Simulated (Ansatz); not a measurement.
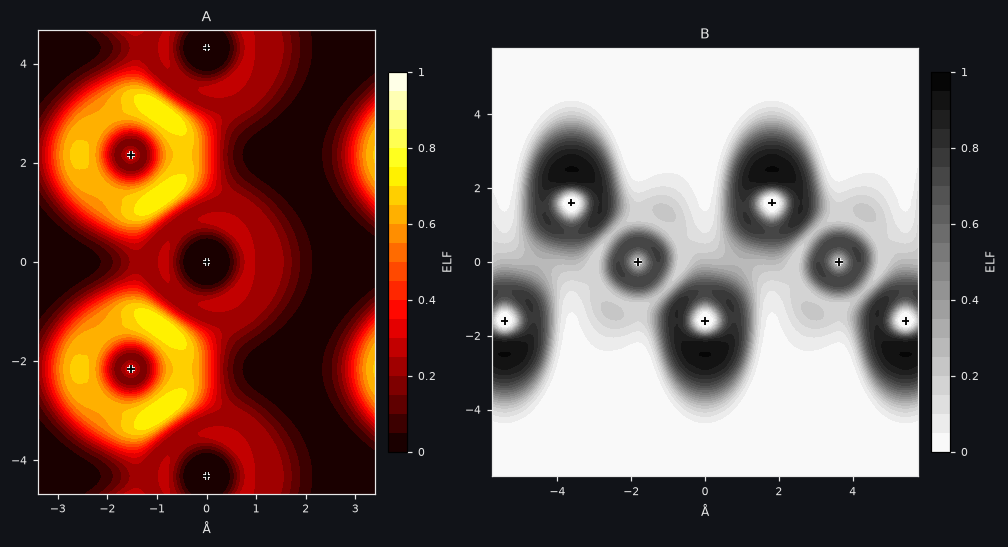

The ELF of 2 systems, each on a plane through atoms (crosses mark nuclei in the plane).

Computed with DFT PBE+D3(BJ), scalar-relativistic, plane waves, PAW in Ansatz 0.2.0.

System 1: MoS₂ (slab), the (110) plane of the calculation cell, a cut from vacuum to vacuum. Computed without spin polarisation.

```yaml
crystal:
  lattice:
    - [3.13568, 0.00000, 0.00000]
    - [-1.56784, 2.71558, 0.00000]
    - [0.00000, 0.00000, 32.41157]
  atoms:
    - { symbol: S, position: [0.00000, 0.00000, 0.45038] }
    - { symbol: Mo, position: [0.66667, 0.33333, 0.50000] }
    - { symbol: S, position: [0.33333, 0.66667, 0.54962] }
```

System 2: InAs, the (101) plane of the conventional cell. Space group F-43m.

Which map belongs to which system?

Answer. Panel A is system 2, InAs: the plane holds In and As. In–As (2.65 Å): the ELF peaks at about 0.75 between the atoms. Panel B is system 1, MoS₂: the plane holds S and Mo. Mo–S (2.42 Å): the ELF peaks at about 0.85 in the valence shell of S, 0.8 Å from its nucleus, and is about 0.40 at the midpoint.
